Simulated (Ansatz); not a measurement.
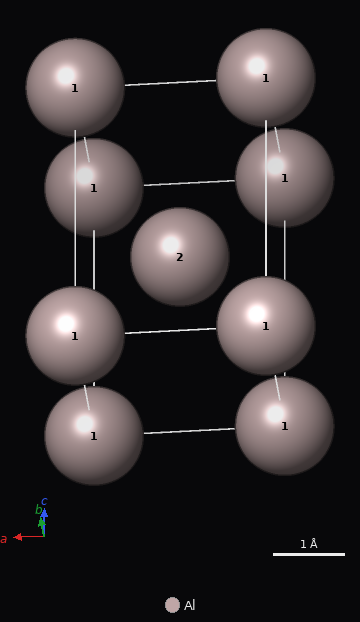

The starting structure (spheres-only view of the cell of the calculation, seen at an oblique angle; atoms are numbered from 1 in the order of the input). An atom can appear more than once, as a periodic image.

Run report: Al, geometry relaxation (part 1 of 2)

Al (I4/mmm, 2 atoms in the cell), computed with DFT PBE, scalar-relativistic, plane waves, PAW, no spin polarisation (Ansatz 0.2.0).

The structure derives from a Materials Project entry. It belongs to a series of runs on one base structure; here: biaxial strain in the a-b plane, c and atoms relaxed: -4.5 %. Figures and captions count atoms from 1; the log counts them from 0 in places.

The program's output:
```
Engine: ansatz 0.2.0, x86_64-unknown-linux-gnu
Pseudopotentials: kind: paw
Pseudopotential: Al, paw, valence charge 3, recommended cutoff 420 eV (normal), Al.paw.azcp
Functional definition: PBE
  parameter kappa = 0.804
  parameter beta = 0.06672455060314922
  exchange = pbe_x(kappa = kappa, mu = beta*pi^2/3)
  correlation = pbe_c(beta = beta)
Crystal: 2 atoms, lattice volume = 30.918 Å³
Basis set: ecut = 420 eV, 617 PW (Γ), exchange–correlation on 40×40×60 points (8 copies of the dense FFT grid, shifted against one another)
Bands: 7, of which v1, the nominal top of the filled ones, is band 3 counted from 1 (2 counted from 0)
Symmetry: 32 space group operations
Space group: I4/mmm (ITA 139), of the structure as read, at distance tolerance 3.1e-5 Å
k-points: 440 of 4536
Non-local potential: Al, projectors of the file, l = 0: 2, l = 1: 2, l = 2: 1
PAW form: soft (Blöchl's): semilocal exchange-correlation on the pseudo side does not see the compensation charge
PAW one-centre angular grid: Al, 110 points (default); XC on 64 Gauss nodes
Initial density: superposition of atomic densities (neutral atoms: chi_scale 0, normalization atom), corrected by the library's trained network
Initial wavefunctions: pseudopotential atomic-orbital guess
Functional: x = pbe(κ = 0.804, μ = 0.2195149727645171), c = pbe(β = 0.06672455060314922)
SCF iter   1: F=—  HF=-1074.947758 eV  |F-HF|=—  |Δ(HF+E_count)|=         —  Δρ=6.04e-4  dr2=4.74e-5  ethr=1.77e-3  ⟨swp⟩=5.1  Hψ=24587  notcnv=0
preconditioner: auto → none  [metal: Δε(μ)=0.025 eV  Ē_g=9.403 eV  σ=0.100 eV  W_gap=0.14  n_scr=2 (ndim 8)  ℏωp=16.4 eV  f_vac=0.000  D(μ)=0.62/eV (n_scr^D=2)  sad-step TF]
SCF iter   2: F=—  HF=-1074.947926 eV  |F-HF|=—  |Δ(HF+E_count)|=   1.68e-4  Δρ=3.44e-4  dr2=1.62e-5  ethr=7.89e-7  ⟨swp⟩=1.8  Hψ=7174  notcnv=0
SCF iter   3: F=—  HF=-1074.947944 eV  |F-HF|=—  |Δ(HF+E_count)|=   1.76e-5  Δρ=2.22e-5  dr2=1.21e-7  ethr=2.70e-7  ⟨swp⟩=2.0  Hψ=4303  notcnv=0
iter 4 did not close the SCF: its close was put off for the readings that it lacked (scf_convergence_deferred on its scf_iter line)
SCF iter   4: F=-1074.947944 eV  HF=-1074.947944 eV  |F-HF|=8.75e-9  |Δ(HF+E_count)|=   3.90e-9  Δρ=4.58e-6  dr2=2.11e-9  ethr=2.02e-9  ⟨swp⟩=1.5  Hψ=3449  notcnv=0
iter 5 did not close the SCF: its close was put off for the readings that it lacked (scf_convergence_deferred on its scf_iter line)
SCF iter   5: F=-1074.947944 eV  HF=-1074.947944 eV  |F-HF|=7.50e-12  |Δ(HF+E_count)|=   8.95e-9  Δρ=2.10e-7  dr2=1.33e-11  ethr=3.51e-11  ⟨swp⟩=2.1  Hψ=4318  notcnv=0
SCF iter   6: F=-1074.947944 eV  HF=-1074.947944 eV  |F-HF|=4.55e-13  |Δ(HF+E_count)|=  6.37e-12  Δρ=3.56e-8  dr2=3.97e-13  ethr=1.00e-12  ⟨swp⟩=3.6  Hψ=11805  notcnv=0
SCF 1 converged in 6 iterations: F = -1074.947944 eV  dr2 = 3.97e-13
  greatest PAW one-centre occupation: 0.450 electrons in one spin orbital (limit 2), on the Al atom at site 1 (counted from 0), in its partial waves of l = 0
relax step   1: F+E_penalty+E_count = -1074.94794351 eV  Δ(F+E_penalty+E_count) = +0.000e0 eV  max|allowed force component| = 7.704e-33 eV/Å  Δτ_max = 0.0000 Å  P = +6.269 GPa  Ω = 30.918 Å³  fix = [a, b, gamma]  reactions: a +7.664, b +7.664 GPa  (6 SCF iters, accepted)
Crystal: 2 atoms, lattice volume = 31.592 Å³
Basis set: ecut = 420 eV, 651 PW (Γ), exchange–correlation on 40×40×60 points (8 copies of the dense FFT grid, shifted against one another)
Initial density: handed on by an earlier stage of this run
Initial wavefunctions: those handed on with the density
iter 1 solved again at ethr=4.07e-6 eV; its pass at ethr=3.10e-3 eV (dr2=2.44e-4 eV) is discarded
SCF iter   1: F=—  HF=-1074.954479 eV  |F-HF|=—  |Δ(HF+E_count)|=         —  Δρ=9.01e-4  dr2=2.55e-4  ethr=4.07e-6  ⟨swp⟩=2.0  Hψ=28812  notcnv=0
preconditioner: auto → none  [metal: Δε(μ)=0.042 eV  Ē_g=9.275 eV  σ=0.100 eV  W_gap=0.23  n_scr=2 (ndim 8)  ℏωp=16.2 eV  f_vac=0.000  D(μ)=0.65/eV (n_scr^D=2)]
SCF iter   2: F=—  HF=-1074.954342 eV  |F-HF|=—  |Δ(HF+E_count)|=   1.36e-4  Δρ=4.24e-4  dr2=5.60e-5  ethr=4.07e-6  ⟨swp⟩=1.0  Hψ=3080  notcnv=0
SCF iter   3: F=—  HF=-1074.954406 eV  |F-HF|=—  |Δ(HF+E_count)|=   6.36e-5  Δρ=9.64e-6  dr2=2.02e-8  ethr=3.33e-9  ⟨swp⟩=7.0  Hψ=19951  notcnv=0
SCF iter   4: F=-1074.954406 eV  HF=-1074.954406 eV  |F-HF|=2.91e-11  |Δ(HF+E_count)|=  7.98e-10  Δρ=9.10e-7  dr2=2.01e-10  ethr=3.36e-10  ⟨swp⟩=4.4  Hψ=12087  notcnv=0
SCF 2 converged in 4 iterations: F = -1074.954406 eV  dr2 = 2.01e-10
relax step   2: F+E_penalty+E_count = -1074.95440595 eV  Δ(F+E_penalty+E_count) = -6.462e-3 eV  max|allowed force component| = 4.930e-32 eV/Å  Δτ_max = 0.0000 Å  P = +4.394 GPa  Ω = 31.592 Å³  energy of the carried Pulay correction = -3.216e-4 eV  fix = [a, b, gamma]  reactions: a +6.699, b +6.699 GPa  (4 SCF iters, dr2 threshold 2.00e-7 eV, accepted)
Crystal: 2 atoms, lattice volume = 31.552 Å³
iter 1 solved again at ethr=1.64e-8 eV; its pass at ethr=3.10e-3 eV (dr2=9.84e-7 eV) is discarded
SCF iter   1: F=—  HF=-1074.954352 eV  |F-HF|=—  |Δ(HF+E_count)|=         —  Δρ=5.73e-5  dr2=1.04e-6  ethr=1.64e-8  ⟨swp⟩=2.2  Hψ=27154  notcnv=0
preconditioner: auto → none  [metal: Δε(μ)=0.038 eV  Ē_g=9.282 eV  σ=0.100 eV  W_gap=0.21  n_scr=2 (ndim 8)  ℏωp=16.2 eV  f_vac=0.000  D(μ)=0.63/eV (n_scr^D=2)]
SCF iter   2: F=—  HF=-1074.954456 eV  |F-HF|=—  |Δ(HF+E_count)|=   1.03e-4  Δρ=2.54e-5  dr2=2.04e-7  ethr=1.64e-8  ⟨swp⟩=2.0  Hψ=4389  notcnv=0
SCF iter   3: F=-1074.954455 eV  HF=-1074.954455 eV  |F-HF|=8.98e-11  |Δ(HF+E_count)|=   1.39e-7  Δρ=1.21e-6  dr2=3.17e-10  ethr=1.96e-9  ⟨swp⟩=6.0  Hψ=11108  notcnv=0
SCF 3 converged in 3 iterations: F = -1074.954455 eV  dr2 = 3.17e-10
relax step   3: F+E_penalty+E_count = -1074.95445540 eV  Δ(F+E_penalty+E_count) = -4.945e-5 eV  max|allowed force component| = 2.850e-32 eV/Å  Δτ_max = 0.0000 Å  P = +4.493 GPa  Ω = 31.552 Å³  energy of the carried Pulay correction = -3.029e-4 eV  fix = [a, b, gamma]  reactions: a +6.755, b +6.755 GPa  (3 SCF iters, dr2 threshold 1.17e-7 eV, accepted)
Crystal: 2 atoms, lattice volume = 31.546 Å³
iter 1 solved again at ethr=6.64e-10 eV; its pass at ethr=3.10e-3 eV (dr2=3.98e-8 eV) is discarded
SCF iter   1: F=—  HF=-1074.954356 eV  |F-HF|=—  |Δ(HF+E_count)|=         —  Δρ=1.19e-5  dr2=4.22e-8  ethr=6.64e-10  ⟨swp⟩=2.4  Hψ=27132  notcnv=0
preconditioner: auto → none  [metal: Δε(μ)=0.037 eV  Ē_g=9.284 eV  σ=0.100 eV  W_gap=0.21  n_scr=2 (ndim 8)  ℏωp=16.2 eV  f_vac=0.000  D(μ)=0.63/eV (n_scr^D=2)]
SCF iter   2: F=—  HF=-1074.954459 eV  |F-HF|=—  |Δ(HF+E_count)|=   1.04e-4  Δρ=4.20e-6  dr2=5.38e-9  ethr=6.64e-10  ⟨swp⟩=2.0  Hψ=4439  notcnv=0
SCF iter   3: F=-1074.954459 eV  HF=-1074.954459 eV  |F-HF|=8.82e-11  |Δ(HF+E_count)|=   4.13e-9  Δρ=7.62e-7  dr2=1.61e-10  ethr=4.08e-11  ⟨swp⟩=5.1  Hψ=9840  notcnv=0
SCF 4 converged in 3 iterations: F = -1074.954459 eV  dr2 = 1.61e-10
relax step   4: F+E_penalty+E_count = -1074.95445917 eV  Δ(F+E_penalty+E_count) = -3.776e-6 eV  max|allowed force component| = 3.698e-32 eV/Å  Δτ_max = 0.0000 Å  P = +4.510 GPa  Ω = 31.546 Å³  energy of the carried Pulay correction = -2.998e-4 eV  fix = [a, b, gamma]  reactions: a +6.764, b +6.764 GPa  (3 SCF iters, dr2 threshold 2.45e-9 eV, accepted)
Initial wavefunctions: pseudopotential atomic-orbital guess (no wavefunctions were taken with the density)
iter 1 solved again at ethr=3.04e-9 eV; its pass at ethr=3.10e-3 eV (dr2=1.83e-7 eV) is discarded
SCF iter   1: F=—  HF=-1074.954713 eV  |F-HF|=—  |Δ(HF+E_count)|=         —  Δρ=2.67e-5  dr2=2.08e-8  ethr=3.04e-9  ⟨swp⟩=3.0  Hψ=33830  notcnv=0
SCF iter   2: F=—  HF=-1074.954817 eV  |F-HF|=—  |Δ(HF+E_count)|=   1.04e-4  Δρ=1.34e-5  dr2=5.05e-9  ethr=3.47e-10  ⟨swp⟩=2.0  Hψ=4452  notcnv=0
SCF iter   3: F=—  HF=-1074.954817 eV  |F-HF|=—  |Δ(HF+E_count)|=   5.93e-8  Δρ=1.67e-6  dr2=1.28e-10  ethr=8.42e-11  ⟨swp⟩=2.0  Hψ=4380  notcnv=0
SCF iter   4: F=—  HF=-1074.954817 eV  |F-HF|=—  |Δ(HF+E_count)|=  8.59e-10  Δρ=2.98e-7  dr2=1.52e-11  ethr=2.13e-12  ⟨swp⟩=2.3  Hψ=4472  notcnv=0
SCF iter   5: F=-1074.954817 eV  HF=-1074.954817 eV  |F-HF|=0.00e0  |Δ(HF+E_count)|=  1.02e-11  Δρ=1.78e-8  dr2=3.61e-14  ethr=1.00e-12  ⟨swp⟩=4.1  Hψ=8945  notcnv=0
SCF 5 converged in 5 iterations: F = -1074.954817 eV  dr2 = 3.61e-14
relax step   5: F+E_penalty+E_count = -1074.95481686 eV  Δ(F+E_penalty+E_count) = -3.577e-4 eV  max|allowed force component| = 2.619e-32 eV/Å  Δτ_max = 0.0000 Å  P = +4.526 GPa  Ω = 31.546 Å³  fix = [a, b, gamma]  reactions: a +6.774, b +6.774 GPa  stress off target by 3.15e-2 GPa on what of the cell is left free  SCF on the basis re-selected at this cell (its energy is not comparable with the rows above)  (5 SCF iters)
basis re-selected at this cell: Δ(F+E_penalty+E_count) = -3.577e-4 eV, ΔP = +0.016 GPa vs the last step (what re-selecting the basis moved, of the pressure what is left beyond the Pulay correction that the steps carried, after the strain that the cell walked since its last selection, with what the two solves' SCF thresholds leave and, on support functions, any second-order correction that the steps lacked; it is no measure of the basis error at this ecutwfc). This SCF's stress stands 3.15e-2 GPa from its target on what of the cell is left free (relax.cell.stress_tol is 1.50e-2 GPa) and its largest allowed force component is 2.62e-32 eV/Å (relax.f_tol is 8.00e-3 eV/Å): not within both, so this SCF does not close the relaxation
iter 1 solved again at ethr=2.76e-10 eV; its pass at ethr=3.10e-3 eV (dr2=1.65e-8 eV) is discarded
SCF iter   1: F=—  HF=-1074.954711 eV  |F-HF|=—  |Δ(HF+E_count)|=         —  Δρ=7.57e-6  dr2=1.75e-8  ethr=2.76e-10  ⟨swp⟩=2.1  Hψ=27264  notcnv=0
preconditioner: auto → none  [metal: Δε(μ)=0.038 eV  Ē_g=9.283 eV  σ=0.100 eV  W_gap=0.21  n_scr=2 (ndim 8)  ℏωp=16.2 eV  f_vac=0.000  D(μ)=0.63/eV (n_scr^D=2)]
SCF iter   2: F=—  HF=-1074.954815 eV  |F-HF|=—  |Δ(HF+E_count)|=   1.04e-4  Δρ=4.90e-6  dr2=7.20e-9  ethr=2.76e-10  ⟨swp⟩=2.0  Hψ=4452  notcnv=0
SCF iter   3: F=-1074.954815 eV  HF=-1074.954815 eV  |F-HF|=1.29e-10  |Δ(HF+E_count)|=   3.85e-9  Δρ=1.98e-6  dr2=8.53e-10  ethr=4.13e-11  ⟨swp⟩=4.2  Hψ=11715  notcnv=0
SCF 6 converged in 3 iterations: F = -1074.954815 eV  dr2 = 8.53e-10
relax step   6: F+E_penalty+E_count = -1074.95481477 eV  Δ(F+E_penalty+E_count) = +2.085e-6 eV  max|allowed force component| = 1.602e-31 eV/Å  Δτ_max = 0.0000 Å  P = +4.510 GPa  Ω = 31.552 Å³  energy of the carried Pulay correction = -2.720e-6 eV  fix = [a, b, gamma]  reactions: a +6.765, b +6.765 GPa  (3 SCF iters, dr2 threshold 2.48e-9 eV, accepted)
iter 1 solved again at ethr=2.71e-9 eV; its pass at ethr=3.10e-3 eV (dr2=1.63e-7 eV) is discarded
SCF iter   1: F=—  HF=-1074.954713 eV  |F-HF|=—  |Δ(HF+E_count)|=         —  Δρ=4.55e-6  dr2=3.94e-9  ethr=2.71e-9  ⟨swp⟩=3.1  Hψ=33879  notcnv=0
SCF iter   2: F=—  HF=-1074.954817 eV  |F-HF|=—  |Δ(HF+E_count)|=   1.04e-4  Δρ=4.12e-7  dr2=2.06e-11  ethr=6.57e-11  ⟨swp⟩=2.0  Hψ=4456  notcnv=0
SCF iter   3: F=—  HF=-1074.954817 eV  |F-HF|=—  |Δ(HF+E_count)|=  2.27e-11  Δρ=2.28e-7  dr2=6.40e-12  ethr=1.00e-12  ⟨swp⟩=4.8  Hψ=11776  notcnv=0
SCF iter   4: F=-1074.954817 eV  HF=-1074.954817 eV  |F-HF|=0.00e0  |Δ(HF+E_count)|=  8.19e-12  Δρ=1.13e-8  dr2=3.69e-14  ethr=1.00e-12  ⟨swp⟩=3.0  Hψ=10156  notcnv=0
SCF 7 converged in 4 iterations: F = -1074.954817 eV  dr2 = 3.69e-14
relax step   7: F+E_penalty+E_count = -1074.95481687 eV  Δ(F+E_penalty+E_count) = -2.095e-6 eV  max|allowed force component| = 6.163e-32 eV/Å  Δτ_max = 0.0000 Å  P = +4.510 GPa  Ω = 31.552 Å³  fix = [a, b, gamma]  reactions: a +6.765, b +6.765 GPa  stress off target by 1.15e-3 GPa on what of the cell is left free  SCF on the basis re-selected at this cell (its energy is not comparable with the rows above)  (4 SCF iters)
```

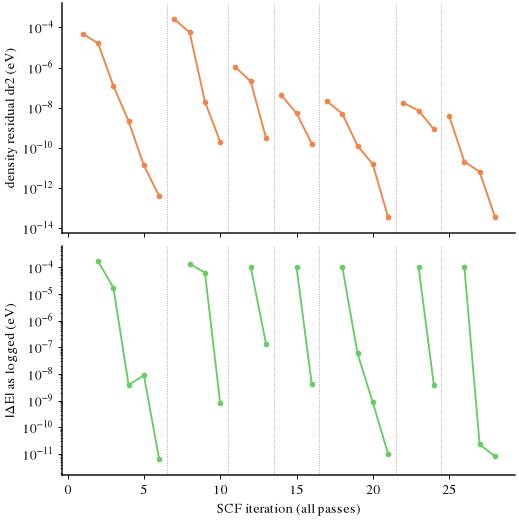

Convergence of the self-consistent field: density residual dr2 and size of the energy change against the SCF iteration. The dotted lines part the SCF passes of the relaxation: geometry steps, rejected trials and re-solves on a re-selected basis. The 7 passes take 3 to 6 iterations each, 28 in all.

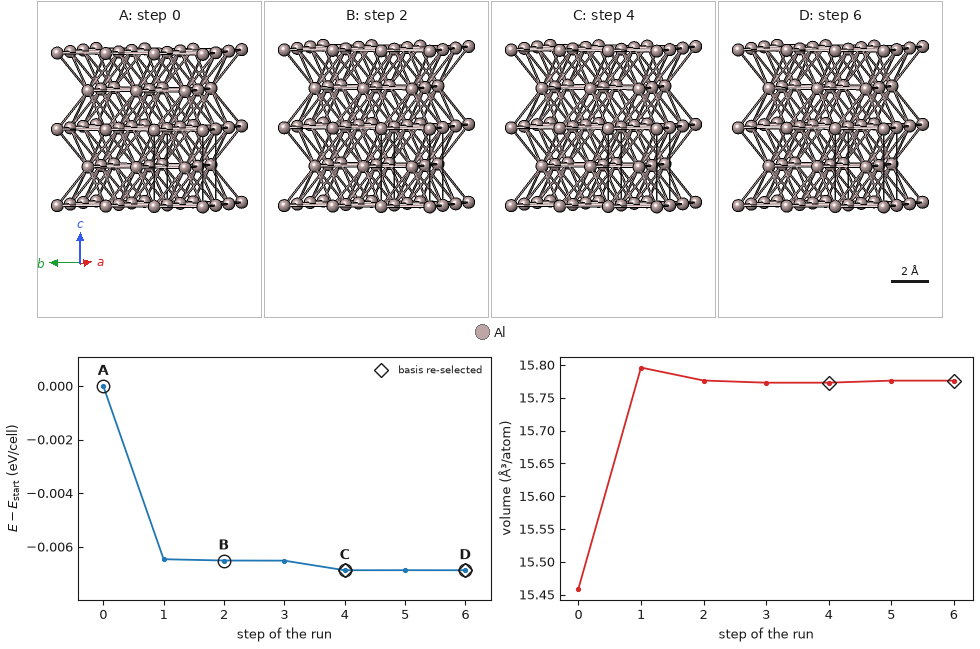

Frames of the relaxation (ball-and-stick view of the cell of the calculation, repeated 3 × 3 × 2, seen at an oblique angle) above the curves, on which the letters mark them (the first geometry is step 0 here and step 1 in the log).
